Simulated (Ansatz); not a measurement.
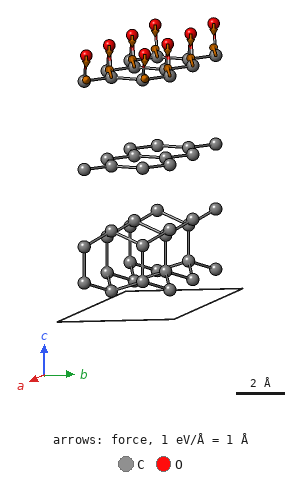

Starting geometry of a slab of composition C$_{8}$O (cut from the P6_3/mmc phase) with the computed forces as orange arrows. The picture is a ball-and-stick view of the 3 × 2 repeat of the cell, outlined in the plane, without the vacuum, seen slightly off an axis.

Case: O put at a bridge C-C site. The slab is the (0 0 1) face of C with O on it. 4 atoms are held fixed.

Method: Ansatz, DFT PBEsol, scalar-relativistic, plane waves, PAW.

Input file:
```yaml
crystal:
  lattice:
    - [2.4988149563, 0.0, 0.0]
    - [-1.2494074781, 2.1640372315, 0.0]
    - [0.0, 0.0, 25.763868273]
  atoms:
    - { symbol: C, position: [0.3333333333, 0.6666666667, 0.3299194015] }
    - { symbol: C, position: [0.6666666667, 0.3333333333, 0.3502041956] }
    - { symbol: C, position: [0.6666666667, 0.3333333333, 0.4106688376] }
    - { symbol: C, position: [0.3333333333, 0.6666666667, 0.4309536318] }
    - { symbol: C, position: [0.3333333333, 0.6666666667, 0.5397810781] }
    - { symbol: C, position: [0.6666666667, 0.3333333333, 0.540366199] }
    - { symbol: C, position: [0.6666666667, 0.3333333333, 0.6885465462] }
    - { symbol: C, position: [0.3333333333, 0.6666666667, 0.6885500108] }
    - { symbol: O, position: [0.0, 0.5, 0.7366794294], spin: 2.0 }
basis:
  ecutwfc: 420
kpoints:
  mp_grid: { grid: [12, 12, 1] }
hamiltonian:
  xc: pbesol
scf:
  occupations: { method: gaussian, width: 0.05 }
output:
  forces: true
  eigenvalues: true
  populations: true
magnetization:
  spin_polarized: true
relax:
  adjacent_minimum: "off"
  f_tol: 0.03
  max_steps: 70
  constraints: [{ sites: [0, 1, 2, 3] }]
efield:
  axis: 3
  dipole_correction: true
  ramp_width: 0.04
```

Run as
```bash
ansatz run input.yaml --threads 2 --pin off --max-ram 5120MiB --backend cpu --events-out ev --progress --plain --runs-dir out
```

Q: What follows when this structure is relaxed?

A: It isn't relaxed: the largest force vector, on C atoms, is 1.12 eV/Å. The final displacements have little in common with the starting forces (cosine between the two patterns 0.07). C5 moves most: 0.27 Å along the normal (+c). O stays in place. The lattice vectors keep their values. Some distances before and after: C7–C8 1.443 → 1.425 Å, C7–O9 1.435 → 1.421 Å, C7–C8 (another image) 1.443 → 1.452 Å. The energy falls by 23.4 meV per cell of the calculation in 3 accepted moves (4 points after the start). The largest force component goes from 0.94 to 0.018 eV/Å. 1 step only repeated the SCF at the same geometry. The program noted that the starting moments weren't kept. The run may lie on a higher electronic state than the lowest, so the end point isn't shown to be the ground-state structure. Cost: 100 s on 2 threads of Intel(R) Xeon(R) 6975P-C (Granite Rapids), on a shared host, peak memory 0.96 GiB.

Limits of the set-up: the periodic images lie only 2.5 Å apart, so the values are limited by the cell's size.
